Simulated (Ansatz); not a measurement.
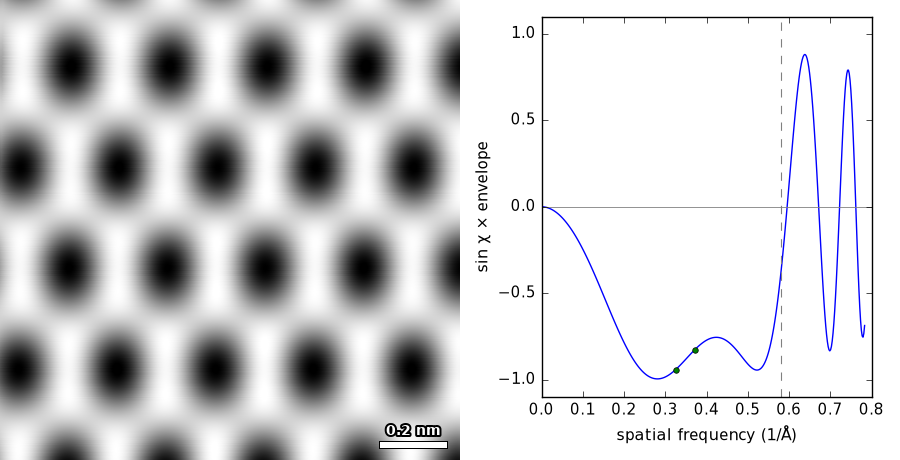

Phase-contrast TEM-like image of Hg (P6_3/mmc, No. 194) along [101]. Simulated in the weak-phase-object approximation with neutral-atom potentials: 300 kV, Cs = 0.60 mm, defocus −412 Å (negative is underfocus), defocus spread 20 Å, aperture 0.58 1/Å. A slight drift was added. Atomic positions: the end point of a relaxation at fixed volume with DFT r2SCAN, scalar-relativistic, plane waves, PAW in Ansatz; the starting structure was generated, so it need not be a known form of this composition.

The plot gives the contrast transfer function, the aperture (dashed) and the crystal's spatial frequencies that carry visible contrast (dots).

### Do the atom columns appear dark or bright, and why?

Dark. With positive Cs and underfocus sin χ is negative over the pass band, so the strongest columns (Hg) come out darker than the background.

### What point resolution do these settings give, and which lattice spacings pass?

About 1.7 Å (0.66 |Cs|^(1/4) λ^(3/4) with λ = 0.0197 Å). The spacings that carry visible contrast are {100} at 3.08 Å, {101} at 2.69 Å. Columns 1.03 Å apart are closer than that and merge.
